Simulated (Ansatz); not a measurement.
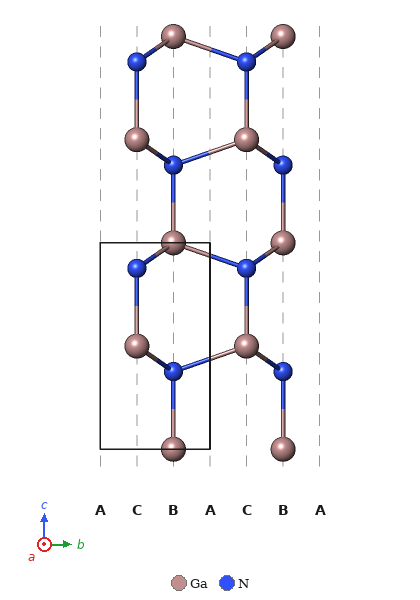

Projection along an edge of the hexagonal mesh, stacking direction c upwards. The dashed lines mark the three columns A (0, 0), B (1/3, 2/3) and C (2/3, 1/3). The sequence starts with the first layer at or above the cell's origin.

System GaN; source of the atomic positions: coordinates from a relaxation with DFT, LDA, plane waves, PAW (Ansatz).

List the layers of one repeat.

Ga(B) – N(B) – Ga(C) – N(C) (four layers in 5.14 Å).

How are the N layers alone stacked?

N layers alone: BC, the hexagonal close-packed type.

Which positions between or in the N layers do the other atoms fill?

Ga: two tetrahedral sites, counted in one hexagonal cell.

What short polytype symbol fits?

Polytype symbol 2H, the symbol of a tetrahedral polytype (number of double layers in the repeat and lattice).

Heights of the layers:

```tsv
layer	atoms (column)	height (Å)	to next (Å)
1	Ga(B)	0.00	1.93
2	N(B)	1.93	0.64
3	Ga(C)	2.57	1.93
4	N(C)	4.50	0.64
```
